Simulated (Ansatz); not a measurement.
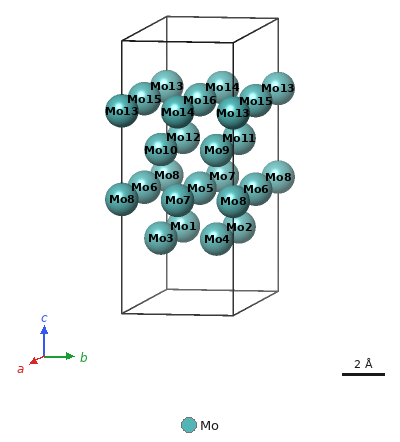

The structure as given in the input (spheres-only view of the cell of the calculation, with the vacuum cut short, seen slightly off an axis; atoms are numbered from 1 in the order of the input). An atom can appear more than once, as a periodic image.

**Run report: Mo, geometry relaxation (part 1 of 3)**

System: Mo (slab, 16 atoms in the cell).
Method: DFT PBE+D3(BJ), scalar-relativistic, plane waves, PAW, no spin polarisation (Ansatz 0.2.0).

The structure derives from an entry of the Crystallography Open Database. The input holds or restrains some coordinates. Forces given for the steps count only the free coordinates. It belongs to a series of runs on one base structure; here: clean slab, lower half held. Figures and captions count atoms from 1; the log counts them from 0 in places.

**Log**
```
Engine: ansatz 0.2.0, x86_64-unknown-linux-gnu
Pseudopotentials: kind: paw
Pseudopotential: Mo, paw, valence charge 14, recommended cutoff 420 eV (normal), Mo.paw.azcp
Functional definition: PBE
  parameter kappa = 0.804
  parameter beta = 0.06672455060314922
  exchange = pbe_x(kappa = kappa, mu = beta*pi^2/3)
  correlation = pbe_c(beta = beta)
Crystal: 16 atoms, lattice volume = 655.156 Å³
Basis set: ecut = 420 eV, 12775 PW (Γ), exchange–correlation on 80×80×320 points (8 copies of the dense FFT grid, shifted against one another)
Bands: 135, of which v1, the nominal top of the filled ones, is band 112 counted from 1 (111 counted from 0)
Symmetry: 16 space group operations
k-points: 13 of 36
Non-local potential: Mo, projectors of the file, l = 0: 3, l = 1: 2, l = 2: 2, l = 3: 1
PAW form: soft (Blöchl's): semilocal exchange-correlation on the pseudo side does not see the compensation charge
PAW one-centre angular grid: Mo, 590 points (default); XC on 64 Gauss nodes
Initial density: superposition of atomic densities (neutral atoms: chi_scale 0, normalization atom), corrected by the library's trained network
Initial wavefunctions: pseudopotential atomic-orbital guess
Functional: x = pbe(κ = 0.804, μ = 0.2195149727645171), c = pbe(β = 0.06672455060314922)
SCF iter   1: F=—  HF=-79295.062717 eV  |F-HF|=—  |Δ(HF+E_count)|=         —  Δρ=3.53e-3  dr2=2.55e-1  ethr=1.77e-3  p=0.000 e·Å  D=3.39e-14 V/Å  ΔV_dip=-0.00 eV  dr2_dipole=9.85e-11  V_vac-E_F(+/−)=4.80/4.80 eV  ⟨swp⟩=9.2  Hψ=8683  notcnv=0
efield: sawtooth ramp at fractional position 0.9800 (placed from the atoms, in the widest stretch of the axis that holds none; the zero of the levels goes with the place), width 0.0400; the density the first Hamiltonian is built on has a dipole p = 0.000 e·Å; the dipole correction subtracts the counter field D = 3.39e-14 V/Å, which shifts the + side's vacuum level by -0.00 eV against the − side's; the planar-averaged density in the ramp window peaks in size at 1.9e-5 e/Å³
preconditioner: auto → LDOS  [metal: Δε(μ)=0.027 eV  Ē_g=3.840 eV  σ=0.100 eV  W_gap=0.15  n_scr=120 (ndim 8)  ℏωp=14.2 eV  f_vac=0.548  D(μ)=13.27/eV (n_scr^D=76)  β→1.0]
SCF iter   2: F=—  HF=-79295.062311 eV  |F-HF|=—  |Δ(HF+E_count)|=   4.06e-4  Δρ=1.93e-3  dr2=7.18e-2  ethr=1.14e-4  p=-0.000 e·Å  D=-9.76e-8 V/Å  ΔV_dip=0.00 eV  dr2_dipole=5.49e-11  V_vac-E_F(+/−)=4.70/4.70 eV  ⟨swp⟩=2.0  Hψ=2700  notcnv=0  defer=36
SCF iter   3: F=—  HF=-79295.054377 eV  |F-HF|=—  |Δ(HF+E_count)|=   7.93e-3  Δρ=5.15e-4  dr2=5.07e-3  ethr=3.20e-5  p=0.000 e·Å  D=4.08e-7 V/Å  ΔV_dip=-0.00 eV  dr2_dipole=8.58e-11  V_vac-E_F(+/−)=4.72/4.72 eV  ⟨swp⟩=2.2  Hψ=2638  notcnv=0  defer=36
SCF iter   4: F=—  HF=-79295.053464 eV  |F-HF|=—  |Δ(HF+E_count)|=   9.13e-4  Δρ=1.56e-4  dr2=1.97e-4  ethr=2.26e-6  p=0.000 e·Å  D=2.42e-7 V/Å  ΔV_dip=-0.00 eV  dr2_dipole=1.09e-10  V_vac-E_F(+/−)=4.72/4.72 eV  ⟨swp⟩=2.8  Hψ=3163  notcnv=0  defer=30
SCF iter   5: F=—  HF=-79295.053582 eV  |F-HF|=—  |Δ(HF+E_count)|=   1.18e-4  Δρ=4.59e-5  dr2=2.17e-5  ethr=8.77e-8  p=0.000 e·Å  D=2.60e-7 V/Å  ΔV_dip=-0.00 eV  dr2_dipole=2.86e-11  V_vac-E_F(+/−)=4.71/4.71 eV  ⟨swp⟩=2.5  Hψ=2766  notcnv=0  defer=23
SCF iter   6: F=-79295.053598 eV  HF=-79295.053596 eV  |F-HF|=2.27e-6  |Δ(HF+E_count)|=   1.41e-5  Δρ=1.43e-5  dr2=1.10e-6  ethr=9.70e-9  p=0.000 e·Å  D=1.62e-7 V/Å  ΔV_dip=-0.00 eV  dr2_dipole=5.39e-13  V_vac-E_F(+/−)=4.71/4.71 eV  ⟨swp⟩=21.8  Hψ=18189  notcnv=0
SCF 1 converged in 6 iterations: F = -79295.053598 eV  dr2 = 1.10e-6
  greatest PAW one-centre occupation: 0.998 electrons in one spin orbital (limit 2), on the Mo atom at site 15 (counted from 0), in its partial waves of l = 0
relax step   1: F+E_penalty+E_count = -79295.05359811 eV  Δ(F+E_penalty+E_count) = +0.000e0 eV  max|allowed force component| = 5.245e-1 eV/Å  Δτ_max = 0.0000 Å  (6 SCF iters, dr2 threshold 2.25e-5 eV, accepted)
Initial density: handed on by an earlier stage of this run
Initial wavefunctions: those handed on with the density
iter 1 solved again at ethr=7.40e-4 eV; its pass at ethr=3.10e-3 eV (dr2=1.66e0 eV) is discarded
SCF iter   1: F=—  HF=-79295.111486 eV  |F-HF|=—  |Δ(HF+E_count)|=         —  Δρ=8.82e-3  dr2=1.44e0  ethr=7.40e-4  p=-0.000 e·Å  D=-2.64e-7 V/Å  ΔV_dip=0.00 eV  dr2_dipole=9.46e-2  V_vac-E_F(+/−)=4.72/4.72 eV  ⟨swp⟩=2.0  Hψ=5838  notcnv=0  defer=97
efield: sawtooth ramp at fractional position 0.9800 (handed on by an earlier solve), width 0.0400; the density the first Hamiltonian is built on has a dipole p = -0.000 e·Å; the dipole correction subtracts the counter field D = -2.64e-7 V/Å, which shifts the + side's vacuum level by +0.00 eV against the − side's; the planar-averaged density in the ramp window peaks in size at 1.5e-6 e/Å³
preconditioner: auto → LDOS  [metal: Δε(μ)=0.051 eV  Ē_g=3.925 eV  σ=0.100 eV  W_gap=0.27  n_scr=120 (ndim 8)  ℏωp=14.2 eV  f_vac=0.552  D(μ)=13.76/eV (n_scr^D=80)  β→1.0]
SCF iter   2: F=—  HF=-79295.055915 eV  |F-HF|=—  |Δ(HF+E_count)|=   5.56e-2  Δρ=4.06e-3  dr2=4.37e-1  ethr=6.45e-4  p=0.029 e·Å  D=8.05e-3 V/Å  ΔV_dip=-0.19 eV  dr2_dipole=9.53e-3  V_vac-E_F(+/−)=4.55/4.74 eV  ⟨swp⟩=3.0  Hψ=2745  notcnv=0  defer=101
SCF iter   3: F=—  HF=-79295.017840 eV  |F-HF|=—  |Δ(HF+E_count)|=   3.81e-2  Δρ=1.70e-3  dr2=6.78e-2  ethr=1.95e-4  p=0.025 e·Å  D=6.92e-3 V/Å  ΔV_dip=-0.16 eV  dr2_dipole=2.07e-3  V_vac-E_F(+/−)=4.58/4.75 eV  ⟨swp⟩=2.8  Hψ=3033  notcnv=0  defer=101
SCF iter   4: F=—  HF=-79295.006195 eV  |F-HF|=—  |Δ(HF+E_count)|=   1.16e-2  Δρ=3.98e-4  dr2=2.54e-3  ethr=3.03e-5  p=0.028 e·Å  D=7.79e-3 V/Å  ΔV_dip=-0.18 eV  dr2_dipole=8.95e-5  V_vac-E_F(+/−)=4.56/4.74 eV  ⟨swp⟩=2.7  Hψ=2804  notcnv=0  defer=110
SCF iter   5: F=—  HF=-79295.006416 eV  |F-HF|=—  |Δ(HF+E_count)|=   2.21e-4  Δρ=1.34e-4  dr2=2.13e-4  ethr=1.14e-6  p=0.030 e·Å  D=8.17e-3 V/Å  ΔV_dip=-0.19 eV  dr2_dipole=2.05e-6  V_vac-E_F(+/−)=4.55/4.75 eV  ⟨swp⟩=2.6  Hψ=2828  notcnv=0  defer=143
SCF iter   6: F=—  HF=-79295.006480 eV  |F-HF|=—  |Δ(HF+E_count)|=   6.37e-5  Δρ=4.80e-5  dr2=2.88e-5  ethr=9.53e-8  p=0.030 e·Å  D=8.28e-3 V/Å  ΔV_dip=-0.20 eV  dr2_dipole=4.90e-7  V_vac-E_F(+/−)=4.55/4.74 eV  ⟨swp⟩=2.8  Hψ=2701  notcnv=0  defer=143
SCF iter   7: F=-79295.006496 eV  HF=-79295.006499 eV  |F-HF|=2.79e-6  |Δ(HF+E_count)|=   1.87e-5  Δρ=1.90e-5  dr2=4.61e-6  ethr=7.68e-9  p=0.030 e·Å  D=8.33e-3 V/Å  ΔV_dip=-0.20 eV  dr2_dipole=1.19e-6  V_vac-E_F(+/−)=4.55/4.74 eV  ⟨swp⟩=23.5  Hψ=18835  notcnv=0
SCF 2 converged in 7 iterations: F = -79295.006496 eV  dr2 = 4.61e-6
relax step   2: F+E_penalty+E_count = -79295.00649578 eV  Δ(F+E_penalty+E_count) = +4.710e-2 eV  max|allowed force component| = 7.255e-1 eV/Å  Δτ_max = 0.1387 Å  (7 SCF iters, dr2 threshold 1.72e-5 eV, rejected (line search))
SCF iter   1: F=—  HF=-79295.149009 eV  |F-HF|=—  |Δ(HF+E_count)|=         —  Δρ=4.64e-3  dr2=4.23e-1  ethr=1.68e-3  p=0.030 e·Å  D=8.33e-3 V/Å  ΔV_dip=-0.20 eV  dr2_dipole=1.68e-2  V_vac-E_F(+/−)=4.54/4.74 eV  ⟨swp⟩=3.8  Hψ=3178  notcnv=0  defer=157
efield: sawtooth ramp at fractional position 0.9800 (handed on by an earlier solve), width 0.0400; the density the first Hamiltonian is built on has a dipole p = 0.030 e·Å; the dipole correction subtracts the counter field D = 8.33e-3 V/Å, which shifts the + side's vacuum level by -0.20 eV against the − side's; the planar-averaged density in the ramp window peaks in size at 4.4e-6 e/Å³
preconditioner: auto → LDOS  [metal: Δε(μ)=0.025 eV  Ē_g=3.867 eV  σ=0.100 eV  W_gap=0.14  n_scr=120 (ndim 8)  ℏωp=14.2 eV  f_vac=0.551  D(μ)=13.03/eV (n_scr^D=76)  β→1.0]
SCF iter   2: F=—  HF=-79295.137249 eV  |F-HF|=—  |Δ(HF+E_count)|=   1.18e-2  Δρ=2.55e-3  dr2=2.22e-1  ethr=1.89e-4  p=0.019 e·Å  D=5.24e-3 V/Å  ΔV_dip=-0.12 eV  dr2_dipole=1.69e-2  V_vac-E_F(+/−)=4.61/4.74 eV  ⟨swp⟩=2.1  Hψ=2694  notcnv=0  defer=154
SCF iter   3: F=—  HF=-79295.123669 eV  |F-HF|=—  |Δ(HF+E_count)|=   1.36e-2  Δρ=9.70e-4  dr2=2.55e-2  ethr=9.89e-5  p=0.020 e·Å  D=5.50e-3 V/Å  ΔV_dip=-0.13 eV  dr2_dipole=4.24e-3  V_vac-E_F(+/−)=4.60/4.73 eV  ⟨swp⟩=2.0  Hψ=2269  notcnv=0  defer=154
SCF iter   4: F=—  HF=-79295.120510 eV  |F-HF|=—  |Δ(HF+E_count)|=   3.16e-3  Δρ=2.31e-4  dr2=1.63e-3  ethr=1.14e-5  p=0.017 e·Å  D=4.76e-3 V/Å  ΔV_dip=-0.11 eV  dr2_dipole=3.11e-4  V_vac-E_F(+/−)=4.61/4.73 eV  ⟨swp⟩=3.1  Hψ=2975  notcnv=0  defer=154
SCF iter   5: F=—  HF=-79295.120470 eV  |F-HF|=—  |Δ(HF+E_count)|=   3.93e-5  Δρ=9.76e-5  dr2=2.61e-4  ethr=7.30e-7  p=0.017 e·Å  D=4.68e-3 V/Å  ΔV_dip=-0.11 eV  dr2_dipole=2.49e-5  V_vac-E_F(+/−)=4.61/4.72 eV  ⟨swp⟩=2.2  Hψ=2378  notcnv=0  defer=154
SCF iter   6: F=—  HF=-79295.120445 eV  |F-HF|=—  |Δ(HF+E_count)|=   2.51e-5  Δρ=2.96e-5  dr2=5.97e-6  ethr=1.16e-7  p=0.017 e·Å  D=4.70e-3 V/Å  ΔV_dip=-0.11 eV  dr2_dipole=8.26e-8  V_vac-E_F(+/−)=4.61/4.72 eV  ⟨swp⟩=2.0  Hψ=2138  notcnv=0  defer=154
SCF iter   7: F=—  HF=-79295.120608 eV  |F-HF|=—  |Δ(HF+E_count)|=   1.63e-4  Δρ=1.10e-5  dr2=1.31e-6  ethr=2.67e-9  p=0.017 e·Å  D=4.74e-3 V/Å  ΔV_dip=-0.11 eV  dr2_dipole=2.66e-7  V_vac-E_F(+/−)=4.61/4.72 eV  ⟨swp⟩=3.0  Hψ=3622  notcnv=0  defer=154
SCF iter   8: F=—  HF=-79295.120609 eV  |F-HF|=—  |Δ(HF+E_count)|=   5.61e-7  Δρ=3.43e-6  dr2=1.25e-7  ethr=5.83e-10  p=0.017 e·Å  D=4.76e-3 V/Å  ΔV_dip=-0.11 eV  dr2_dipole=2.41e-8  V_vac-E_F(+/−)=4.61/4.72 eV  ⟨swp⟩=2.2  Hψ=2935  notcnv=0  defer=154
SCF iter   9: F=-79295.120609 eV  HF=-79295.120609 eV  |F-HF|=5.22e-9  |Δ(HF+E_count)|=   8.68e-8  Δρ=1.20e-6  dr2=1.53e-8  ethr=4.46e-11  p=0.017 e·Å  D=4.77e-3 V/Å  ΔV_dip=-0.11 eV  dr2_dipole=2.01e-9  V_vac-E_F(+/−)=4.61/4.72 eV  ⟨swp⟩=20.0  Hψ=15665  notcnv=0
SCF 3 converged in 9 iterations: F = -79295.120609 eV  dr2 = 1.53e-8
relax step   3: F+E_penalty+E_count = -79295.12060891 eV  Δ(F+E_penalty+E_count) = -6.701e-2 eV  max|allowed force component| = 1.494e-1 eV/Å  Δτ_max = 0.0675 Å  (9 SCF iters, accepted)
SCF iter   1: F=—  HF=-79295.125255 eV  |F-HF|=—  |Δ(HF+E_count)|=         —  Δρ=7.25e-4  dr2=8.34e-3  ethr=4.33e-5  p=0.017 e·Å  D=4.77e-3 V/Å  ΔV_dip=-0.11 eV  dr2_dipole=6.69e-5  V_vac-E_F(+/−)=4.61/4.72 eV  ⟨swp⟩=2.0  Hψ=2796  notcnv=0  defer=12
efield: sawtooth ramp at fractional position 0.9800 (handed on by an earlier solve), width 0.0400; the density the first Hamiltonian is built on has a dipole p = 0.017 e·Å; the dipole correction subtracts the counter field D = 4.77e-3 V/Å, which shifts the + side's vacuum level by -0.11 eV against the − side's; the planar-averaged density in the ramp window peaks in size at 4.0e-6 e/Å³
preconditioner: auto → LDOS  [metal: Δε(μ)=0.028 eV  Ē_g=3.862 eV  σ=0.100 eV  W_gap=0.16  n_scr=120 (ndim 8)  ℏωp=14.2 eV  f_vac=0.551  D(μ)=13.39/eV (n_scr^D=76)  β→1.0]
SCF iter   2: F=—  HF=-79295.124979 eV  |F-HF|=—  |Δ(HF+E_count)|=   2.76e-4  Δρ=4.13e-4  dr2=4.58e-3  ethr=3.72e-6  p=0.014 e·Å  D=3.86e-3 V/Å  ΔV_dip=-0.09 eV  dr2_dipole=2.35e-7  V_vac-E_F(+/−)=4.63/4.72 eV  ⟨swp⟩=2.8  Hψ=2704  notcnv=0  defer=12
SCF iter   3: F=—  HF=-79295.124552 eV  |F-HF|=—  |Δ(HF+E_count)|=   4.28e-4  Δρ=1.37e-4  dr2=4.04e-4  ethr=2.04e-6  p=0.015 e·Å  D=4.06e-3 V/Å  ΔV_dip=-0.10 eV  dr2_dipole=2.37e-7  V_vac-E_F(+/−)=4.62/4.72 eV  ⟨swp⟩=3.3  Hψ=3197  notcnv=0  defer=12
SCF iter   4: F=—  HF=-79295.124617 eV  |F-HF|=—  |Δ(HF+E_count)|=   6.52e-5  Δρ=3.45e-5  dr2=2.12e-5  ethr=1.80e-7  p=0.014 e·Å  D=3.97e-3 V/Å  ΔV_dip=-0.09 eV  dr2_dipole=1.41e-10  V_vac-E_F(+/−)=4.63/4.72 eV  ⟨swp⟩=2.4  Hψ=2468  notcnv=0  defer=12
SCF iter   5: F=-79295.124618 eV  HF=-79295.124618 eV  |F-HF|=1.03e-7  |Δ(HF+E_count)|=   1.60e-6  Δρ=1.01e-5  dr2=1.14e-6  ethr=6.23e-10  p=0.014 e·Å  D=3.92e-3 V/Å  ΔV_dip=-0.09 eV  dr2_dipole=8.87e-9  V_vac-E_F(+/−)=4.63/4.72 eV  ⟨swp⟩=17.8  Hψ=17917  notcnv=0
SCF 4 converged in 5 iterations: F = -79295.124618 eV  dr2 = 1.14e-6
relax step   4: F+E_penalty+E_count = -79295.12461846 eV  Δ(F+E_penalty+E_count) = -4.010e-3 eV  max|allowed force component| = 7.694e-3 eV/Å  Δτ_max = 0.0077 Å  (5 SCF iters, dr2 threshold 1.39e-6 eV, accepted)
iter 1 solved again at ethr=5.01e-10 eV; its pass at ethr=3.10e-3 eV (dr2=1.12e-6 eV) is discarded
SCF iter   1: F=—  HF=-79295.124731 eV  |F-HF|=—  |Δ(HF+E_count)|=         —  Δρ=1.01e-5  dr2=1.12e-6  ethr=5.01e-10  p=0.014 e·Å  D=3.92e-3 V/Å  ΔV_dip=-0.09 eV  dr2_dipole=6.17e-9  V_vac-E_F(+/−)=4.63/4.72 eV  ⟨swp⟩=1.0  Hψ=4160  notcnv=0
efield: sawtooth ramp at fractional position 0.9800 (handed on by an earlier solve), width 0.0400; the density the first Hamiltonian is built on has a dipole p = 0.014 e·Å; the dipole correction subtracts the counter field D = 3.92e-3 V/Å, which shifts the + side's vacuum level by -0.09 eV against the − side's; the planar-averaged density in the ramp window peaks in size at 4.0e-6 e/Å³
preconditioner: auto → LDOS  [metal: Δε(μ)=0.028 eV  Ē_g=3.862 eV  σ=0.100 eV  W_gap=0.15  n_scr=120 (ndim 8)  ℏωp=14.2 eV  f_vac=0.551  D(μ)=13.41/eV (n_scr^D=76)  β→1.0]
SCF iter   2: F=—  HF=-79295.124619 eV  |F-HF|=—  |Δ(HF+E_count)|=   1.12e-4  Δρ=5.44e-6  dr2=7.69e-7  ethr=4.99e-10  p=0.014 e·Å  D=3.90e-3 V/Å  ΔV_dip=-0.09 eV  dr2_dipole=1.54e-9  V_vac-E_F(+/−)=4.63/4.72 eV  ⟨swp⟩=2.0  Hψ=2465  notcnv=0
SCF iter   3: F=—  HF=-79295.124619 eV  |F-HF|=—  |Δ(HF+E_count)|=   5.12e-8  Δρ=2.97e-6  dr2=1.81e-7  ethr=3.43e-10  p=0.014 e·Å  D=3.90e-3 V/Å  ΔV_dip=-0.09 eV  dr2_dipole=2.53e-9  V_vac-E_F(+/−)=4.63/4.72 eV  ⟨swp⟩=2.2  Hψ=2606  notcnv=0
SCF iter   4: F=-79295.124619 eV  HF=-79295.124619 eV  |F-HF|=1.33e-8  |Δ(HF+E_count)|=   1.08e-8  Δρ=1.35e-6  dr2=3.05e-8  ethr=4.46e-11  p=0.014 e·Å  D=3.90e-3 V/Å  ΔV_dip=-0.09 eV  dr2_dipole=7.41e-10  V_vac-E_F(+/−)=4.63/4.72 eV  ⟨swp⟩=12.1  Hψ=13447  notcnv=0
SCF 5 converged in 4 iterations: F = -79295.124619 eV  dr2 = 3.05e-8
relax step   5: F+E_penalty+E_count = -79295.12461907 eV  Δ(F+E_penalty+E_count) = -6.136e-7 eV  max|allowed force component| = 7.947e-3 eV/Å  Δτ_max = 0.0000 Å  (4 SCF iters, accepted)
```
